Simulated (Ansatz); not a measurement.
Read the following structure.

```xyz
2
Lattice="2.6350 0.0000 0.0000 -1.3175 2.2819 0.0000 0.0000 0.0000 4.2424" Properties=species:S:1:pos:R:3 pbc="T T T"
Rh    1.3175    0.7606    3.1818
Rh    0.0000    1.5213    1.0606
```

Question: Before looking at a picture, describe the arrangement of atoms.

Answer: The element is rhodium. The atoms follow space group P6_3/mmc (No. 194); the Bravais lattice is primitive hexagonal. Structure type: hexagonal close-packed (Mg type). The cell holds two atoms. Rh is linked to twelve Rh in an anticuboctahedral arrangement at 2.61 to 2.63 Å. The bonds build a three-dimensional framework.

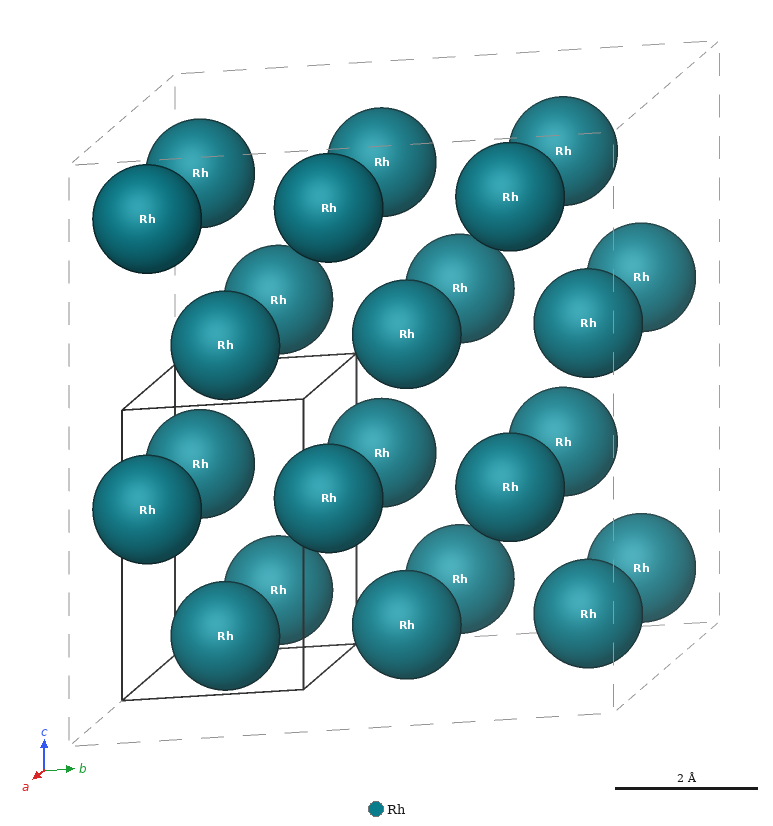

This spheres-only model is shown slightly off an axis. The structure is repeated 2×3×2 times; solid lines mark one conventional unit cell.

Its origin is a structure listed in the Materials Project. The cell was then strained or its atoms displaced on purpose. It went into a calculation with Ansatz.

At this level of theory the run's own cell isn't at rest (compressed, at 21 GPa), so its distances can differ from those at equilibrium, the more so the softer the solid.
